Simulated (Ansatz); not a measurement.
The structure in question:

```cif
data_structure
_symmetry_space_group_name_H-M 'P 1'
_symmetry_Int_Tables_number 1
_cell_length_a 3.1793
_cell_length_b 3.1793
_cell_length_c 13.1523
_cell_angle_alpha 90.000
_cell_angle_beta 90.000
_cell_angle_gamma 120.000
_cell_volume 115.13
loop_
_atom_site_label
_atom_site_type_symbol
_atom_site_fract_x
_atom_site_fract_y
_atom_site_fract_z
_atom_site_occupancy
W1 W 0.33333 0.66667 0.75000 1
W2 W 0.66667 0.33333 0.25000 1
S1 S 0.33333 0.66667 0.13051 1
S2 S 0.66667 0.33333 0.63051 1
S3 S 0.33333 0.66667 0.36949 1
S4 S 0.66667 0.33333 0.86949 1
```

Say what kind of structure these coordinates give.

The formula is WS₂. It belongs to space group P6_3/mmc (No. 194) and has a primitive hexagonal lattice. Among the common structure types it is 2H molybdenite (MoS₂) type. In the cell are 2 W, 4 S, which makes 2 formula units. The polyhedra are WS6 trigonal prisms; they share edges. W bonds to six S in a trigonal prismatic arrangement at 2.42 Å. S is linked to three W in a trigonal pyramidal arrangement at 2.42 Å. Not all metal-metal contacts are counted. The bonds build WS2 layers parallel to (001).

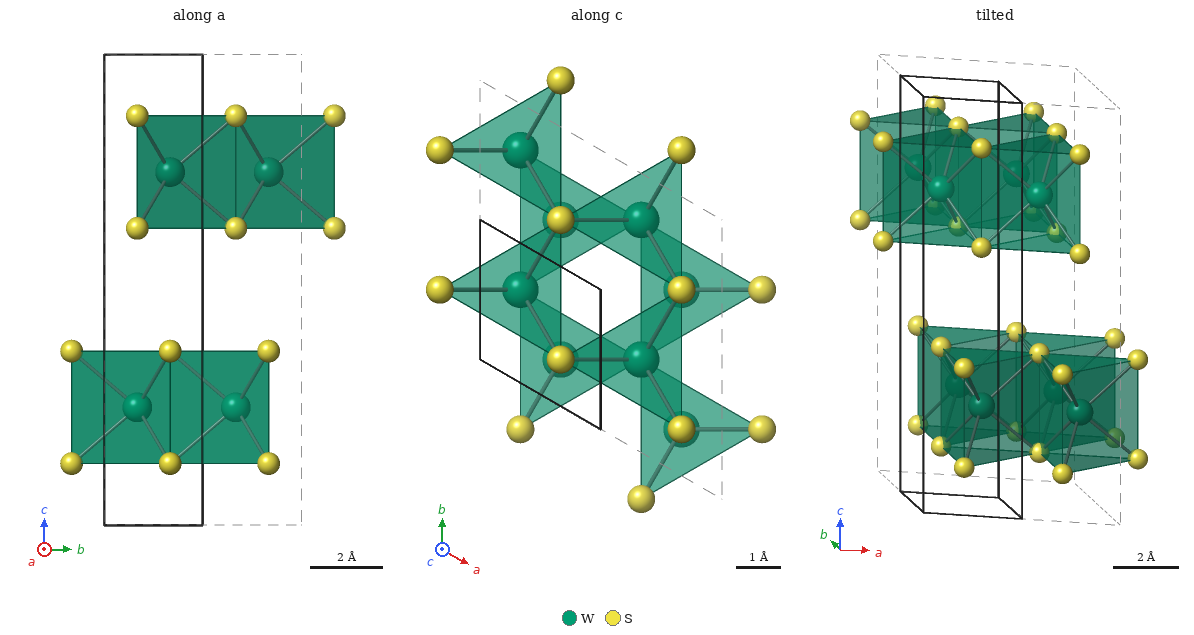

Drawn in the polyhedral manner and seen along the a axis, along the c axis and slightly off an axis. The solid box is one conventional unit cell, and 2×2×1 cells are shown. A few atoms beyond the faces are included.

Provenance: a structure listed in the Materials Project. It was relaxed at fixed volume with Ansatz, DFT PBE+D3(BJ), scalar-relativistic, plane waves, PAW.
